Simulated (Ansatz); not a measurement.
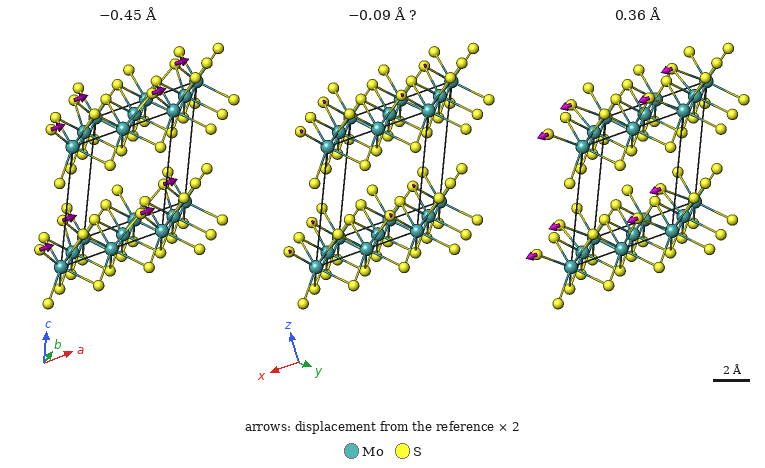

Energy scan for solid MoS2 (R3m), in which an S atom (one in each cell of 12 atoms) is moved along Cartesian [1 0 0], all else fixed. Style: ball-and-stick. Shown: the cell of the calculation, slightly off an axis. Purple arrows: displacements from the reference.

Computed with DFT PBE+D3(BJ), scalar-relativistic, plane waves, PAW in Ansatz 0.2.0. Settings: plane-wave cutoff 420 eV; k-point mesh 6 × 6 × 6; occupations gaussian; smearing width 0.05 eV; no spin polarisation. Energies (free energies at the smearing named) are counted from the relaxed crystal.

| displacement (Å) | ΔE (meV/cell) |
| --- | --- |
| −0.45 | 1207 |
| −0.27 | 434 |
| −0.09 | ? |
| 0.00 | 0 |
| 0.18 | 193 |
| 0.36 | 772 |

> Fill in the missing row.

A straight line between the two neighbours gives 145 meV/cell. A cubic through the four nearest rows (−0.45, −0.27, 0.00, 0.18) gives, with Lagrange weights, (−0.0857)(1207) + (0.4000)(434) + (0.8000)(0) + (−0.1143)(193) = 48 meV/cell. The calculation gives 48 meV/cell, so the cubic is right to the digits shown and the straight line 97 meV/cell too high, as the curve bends upwards here.

The whole profile:

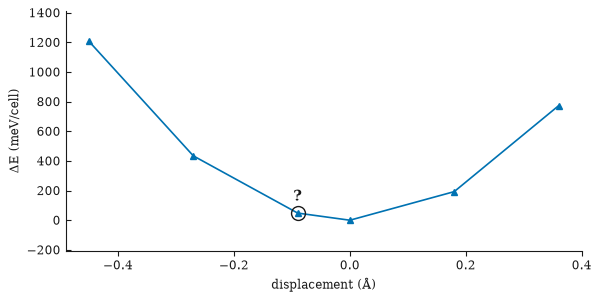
